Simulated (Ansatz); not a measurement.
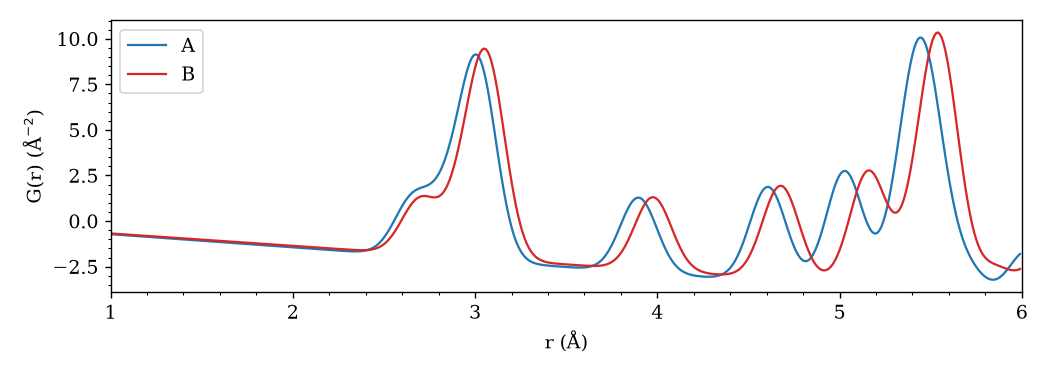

Simulated X-ray pair distribution function, G(r) = R(r)/r − 4πρ₀r, summed over the atomic distances of the structure with each pair weighted by the product of the atomic numbers (X-ray weights at Q = 0); every distance is a Gaussian of σ = 0.10 Å. There is no Q-range truncation. Both curves are of Al in space group P6/mmm, for two cells of different size. A: coordinates from a relaxation with DFT, revPBE, plane waves (420 eV) with PAW, scalar-relativistic in Ansatz 0.2.0; the starting structure was generated, so it need not be a known form of this composition; B: the input geometry of an electronic-structure calculation (not necessarily at equilibrium); the starting structure was generated, so it need not be a known form of this composition.

Question: Which cell is the larger, and by how much?

Answer: Cell B is larger: the volume of B is 6.0 % above that of A (17.45 and 18.49 Å³ per atom), a mean linear change of 2.0 %. The shortest distance is 2.659 Å in A and 2.699 Å in B.

Question: Give both cells.

Answer: Cell A: a = 4.605 Å, b = 4.605 Å, c = 2.850 Å, α = 90.00°, β = 90.00°, γ = 120.00°
Cell B: a = 4.675 Å, b = 4.675 Å, c = 2.931 Å, α = 90.00°, β = 90.00°, γ = 120.00°
